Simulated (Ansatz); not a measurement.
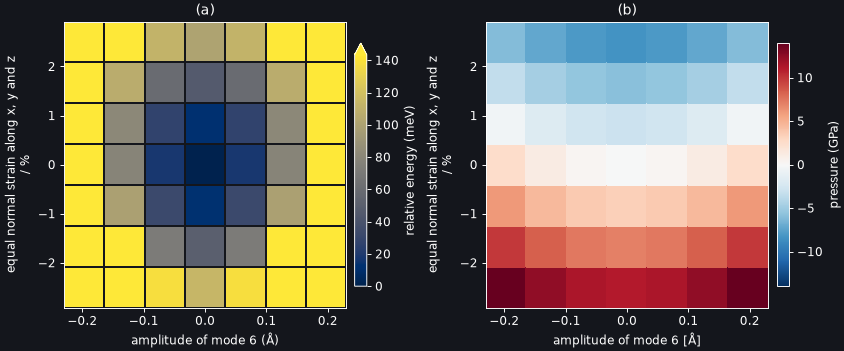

Ti (P6/mmm, No. 191; 3 atoms in the cell). The energy is mapped over a normal mode and a strain (zone-centre modes of the 3-atom cell of this scan) (x along [1 0 0], y along [1 2 0], z along [0 0 1] of the conventional cell). Coordinates scanned: (1) amplitude of mode 6 (171 cm⁻¹), largest displacement in the unstrained cell; (2) equal normal strain along x, y and z. Nothing is relaxed (the pattern is fixed in fractional coordinates). The scan uses a 7 × 7 grid; 28 points were computed and 21 follow by symmetry. Points are written as (first, second). Energies: meV per cell, counted from the lowest grid point. All numbers below come from DFT LDA, scalar-relativistic, plane waves, PAW (Ansatz). Settings: cutoff 520 eV, k-mesh 12×12×14 in the order of the run's cell vectors, gaussian smearing 0.15 eV, no spin polarisation.

Panel (a) is the energy; panel (b) is the computed pressure, in GPa.

Drawn: one coloured cell a grid point, one colour for all values above the top of the scale.

**How does the pressure vary over the map, and what is it at the lowest grid point?**

It runs from −8.3 GPa at (0.000 Å, 2.50 %) to 14.0 GPa at (−0.197 Å, −2.50 %). At the lowest grid point, (0.000 Å, 0.00 %), it is 0.0 GPa.

| second ↓, first → | −0.197 | −0.131 | −0.066 | 0.000 | 0.066 | 0.131 | 0.197 |
| --- | --- | --- | --- | --- | --- | --- | --- |
| 2.50 | −6.0 | −7.3 | −8.1 | −8.3 | −8.1 | −7.3 | −6.0 |
| 1.67 | −3.4 | −4.8 | −5.6 | −5.8 | −5.6 | −4.8 | −3.4 |
| 0.83 | −0.5 | −1.9 | −2.8 | −3.0 | −2.8 | −1.9 | −0.5 |
| 0.00 | 2.6 | 1.2 | 0.3 | 0.0 | 0.3 | 1.2 | 2.6 |
| −0.83 | 6.0 | 4.6 | 3.7 | 3.3 | 3.7 | 4.6 | 6.0 |
| −1.67 | 9.9 | 8.3 | 7.4 | 7.1 | 7.4 | 8.3 | 9.9 |
| −2.50 | 14.0 | 12.4 | 11.4 | 11.1 | 11.4 | 12.4 | 14.0 |

PAW datasets: the set soft_1.
